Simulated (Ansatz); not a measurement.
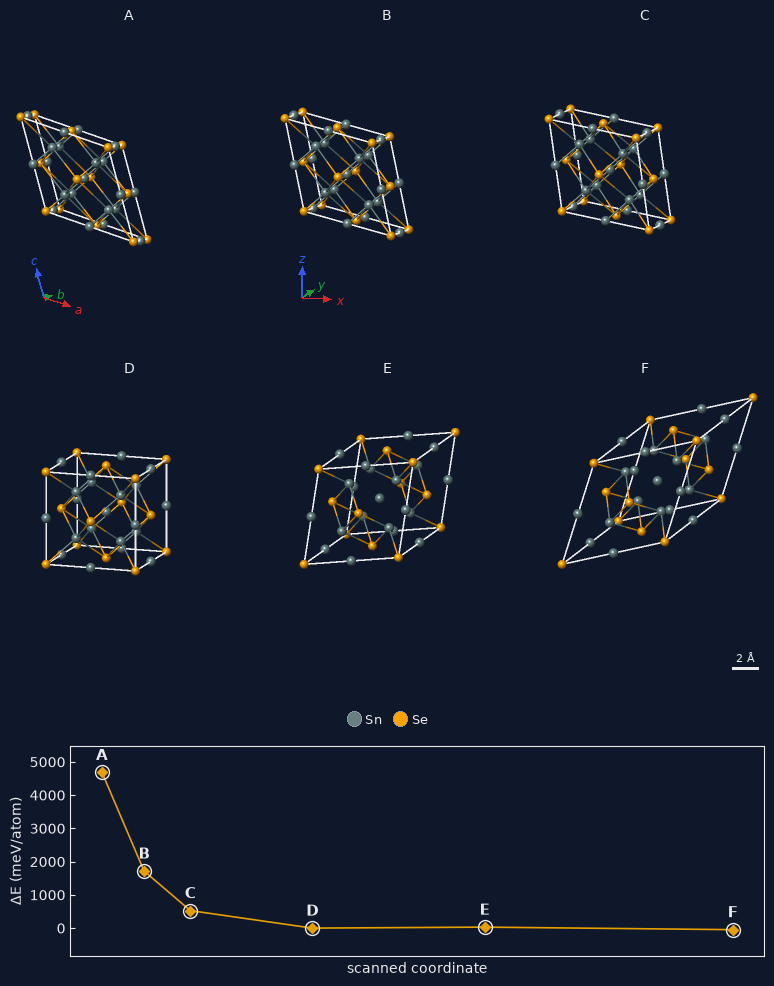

Frames of a one-coordinate scan of a crystal of Sn$_{3}$Se (Fm-3m). x, y and z are the Cartesian axes of the input. Style: ball-and-stick. Shown: the conventional cell (4 times the calculation's cell), slightly off an axis. Lengths and directions refer to the drawn axes.

All numbers below come from Ansatz, DFT PBEsol, scalar-relativistic, plane waves, PAW. Settings: plane-wave cutoff 420 eV; k-point mesh 12 × 12 × 12; occupations gaussian; smearing width 0.15 eV; no spin polarisation. Energies (free energies at the smearing named) are counted from the relaxed crystal.

> Which coordinate changes from frame to frame?

The ratio of the cell's length along [111] to its lengths across, counted as 1 for the reference, is changed at fixed volume (a trigonal path), with the atoms kept at their fractional coordinates. In the frames the relative ratio is 0.50 (A), 0.60 (B), 0.71 (C), 1.00 (D), 1.41 (E), 2.00 (F). The lowest computed point lies at the relative ratio 2.00 (−47 meV/atom). The energy is still falling at the end of the range, so the minimum along this coordinate lies there or beyond. At the ends of the scan the energy is 4682 meV/atom (0.50) and −47 meV/atom (2.00). The distortion takes the space group from Fm-3m to R-3m. At the relative ratio 2.00 the cell of the drawing goes a 7.316 → 8.212 Å, b 7.316 → 8.212 Å, c 7.316 → 8.212 Å, α 90.0° → 60.0°, β 90.0° → 60.0°, γ 90.0° → 60.0°.
